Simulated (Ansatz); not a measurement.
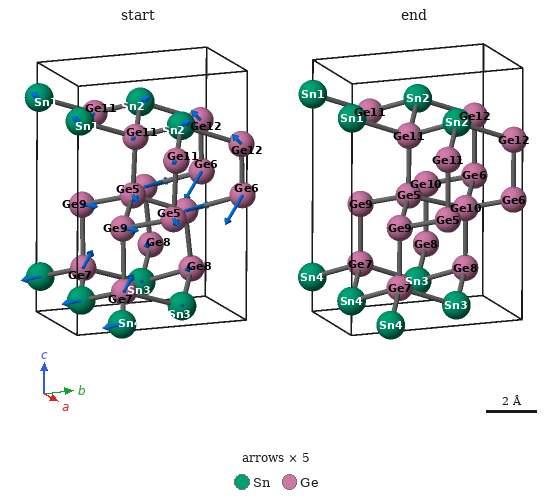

The structure of solid SnGe2 (a generated structure, set up in P1) (coarse preliminary run) before (left) and after (right) a relaxation, at one scale. The blue arrows give the displacements (the part carried along by the change of the cell is left out), magnified 5 times.

The picture is a ball-and-stick view of the cell of the calculation, repeated 2 × 1 × 1 with one cell outlined, seen slightly off an axis.

Level of theory: DFT PBE, scalar-relativistic, plane waves, PAW (Ansatz). Set-up: plane-wave cutoff 420 eV; k-point mesh 6 × 4 × 2; occupations gaussian; smearing width 0.2 eV; no spin polarisation; cell and atoms relaxed; force threshold 0.025 eV/Å; at most 60 steps.

Summarise the run.

The run was cut off at its time limit before the program reported convergence, but its last step already meets the force threshold: the largest component is 0.0064 eV/Å against 0.025 eV/Å. The pressure is within 0.01 GPa of its target. After 4 geometry steps the energy has fallen by 153 meV per atom. The largest force component goes from 3.6 to 0.0064 eV/Å. Pressure: 2.09 GPa at the start and 0.00 GPa at the end. The largest move relative to the cell is that of Ge6, 0.30 Å along [1 −1 −1]. By element the largest moves are Ge 0.30 Å, Sn 0.17 Å. The volume changes by −0.1 %, with a 4.399 → 4.307 Å (−2.1 %), b 7.355 → 7.438 Å (+1.1 %), c 10.422 → 10.511 Å (+0.9 %), β 89.3° → 90.0°, γ 89.1° → 90.0°. Near-neighbour distances that change, for instance: Ge6–Ge10 3.048 → 2.592 Å, Ge6–Ge12 2.183 → 2.498 Å, Sn4–Ge7 2.393 → 2.658 Å, Ge5–Ge10 2.357 → 2.593 Å. Among the angles between lasting bonds that change: Ge7–Sn4–Ge7 121.5° → 108.3°, Sn4–Ge7–Sn4 121.5° → 108.3°, Ge5–Ge10–Ge8 116.9° → 106.6°. Within 0.06 Å the space group is P1 at the start and P-3m1 at the end; at a tighter tolerance small leftover displacements or strains of the cell lower it.
